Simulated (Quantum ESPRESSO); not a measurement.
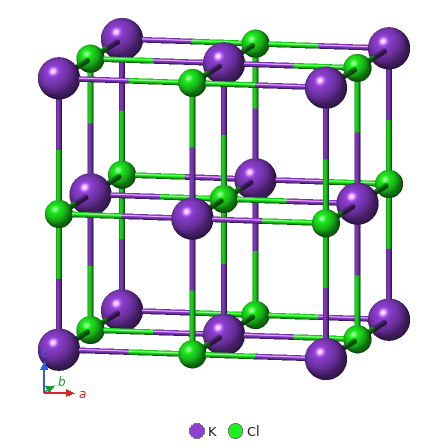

System: KCl, space group Fm-3m (No. 225). The picture shows the conventional cell.

Starting cell:
```
K Cl
1.0
     0.00000    3.14647    3.14647
     3.14647    0.00000    3.14647
     3.14647    3.14647    0.00000
K Cl
1 1
Direct
  0.00000 0.00000 0.00000
  0.50000 0.50000 0.50000
```

Calculation (Quantum ESPRESSO 7.5): plane-wave DFT, no spin polarisation; energies at scaled volumes of the given cell, shape and fractions fixed, counted from the fit's minimum, third-order Birch-Murnaghan fit. Level: PBEint.

k mesh 7×7×7; occupations Fermi–Dirac; smearing width 0.05 eV; potentials PseudoDojo 0.4.1 SR PBE standard; wave cutoff 1007 eV; density cutoff 4027 eV.

Describe the result: the energy and pressure against volume. The volume takes the values 29.28, 29.90, 30.53, 31.15, 31.77, 32.40, 33.02 Å³/atom.

A third-order Birch–Murnaghan fit gives V0 = 31.98 Å³/atom, B0 = 15.9 GPa and B′ = 4.8. The energy is 13.34 meV/atom at volume 29.28 Å³/atom and 1.58 meV/atom at 33.02 Å³/atom; the lowest computed point is at volume 31.77 Å³/atom (0.06 meV/atom), and no other minimum shows. The pressure falls from 1.72 GPa at volume 29.28 Å³/atom to −0.48 GPa at 33.02 Å³/atom, and changes sign near 31.98 Å³/atom.

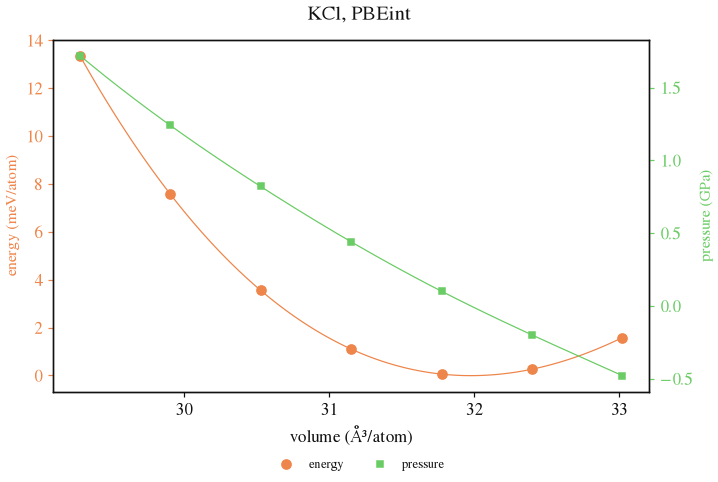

Note: potentials made for another functional.
